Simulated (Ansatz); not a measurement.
Consider Ni.

```xyz
2
Lattice="2.7957 0.0000 0.0000 0.0000 2.7957 0.0000 0.0000 0.0000 2.7957" Properties=species:S:1:pos:R:3 pbc="T T T"
Ni    0.0000    0.0000    0.0000
Ni    1.3978    1.3978    1.3978
```

Space group Im-3m; set up as Ni, bcc; a generated structure, not necessarily the stable one; computed without spin polarisation.

The calculation used DFT, HSE06, plane waves (420 eV) with PAW, scalar-relativistic in Ansatz.

**What can the converged valence pseudo-density and electron localisation function tell about the bonding?**

Ni–Ni (2.42 Å): ρ at the midpoint is about 0.34 e/Å³; the ELF is about 0.20 at the midpoint (no shared electron pair shows on this line).

**Metal or insulator at this level of theory?**

It is metallic or semimetallic at this level of theory: no gap opens.

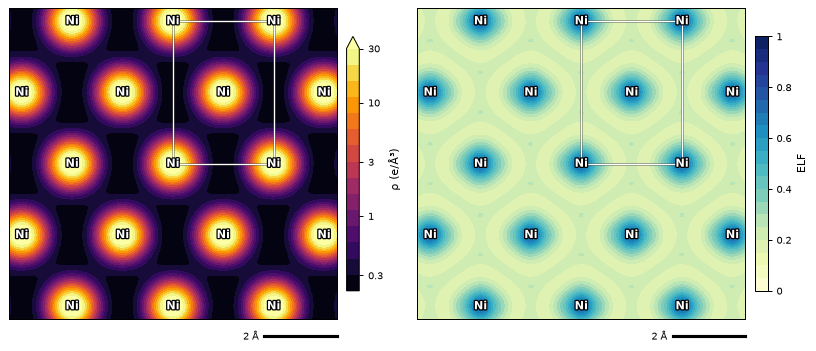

Computed valence pseudo-density and electron localisation function on the (11̄0) plane of the conventional cell, in this order. 

Core electrons are frozen (PAW), and the valence fields are smoothed inside the atomic spheres.
